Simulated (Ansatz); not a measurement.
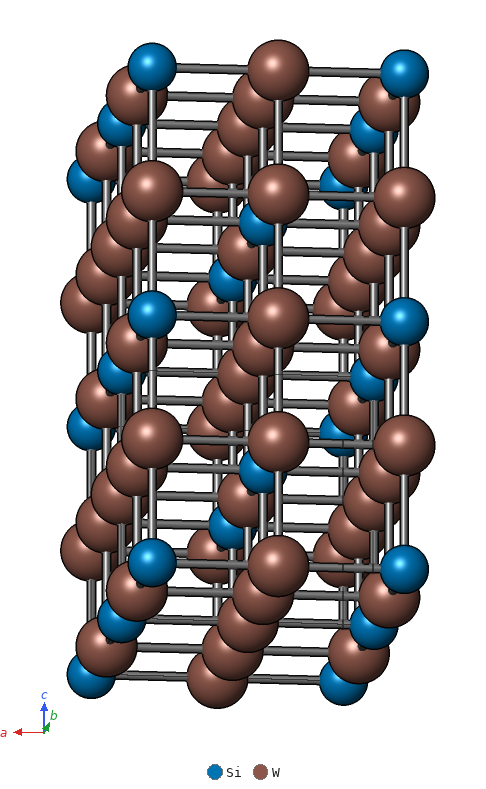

An orthographic ball-and-stick view of the structure, from a general direction. A 1×2×2 array of cells is drawn; the conventional unit cell has the solid edges.

Notes on the structure:

It has the composition SiW3. It is body-centred cubic, space group Im-3m (No. 229). The cell has 8 atoms, namely 2 Si, 6 W. Each Si has six W in an octahedral arrangement. About every W there are four W and two Si in an octahedral arrangement. The bonds build a three-dimensional framework.

Its origin is a structure listed in the Materials Project. Earlier steps of the study, as a rule a relaxation of our own, may have changed the cell and positions, so they can lie some per cent off the listed ones. It went into a calculation with Ansatz.
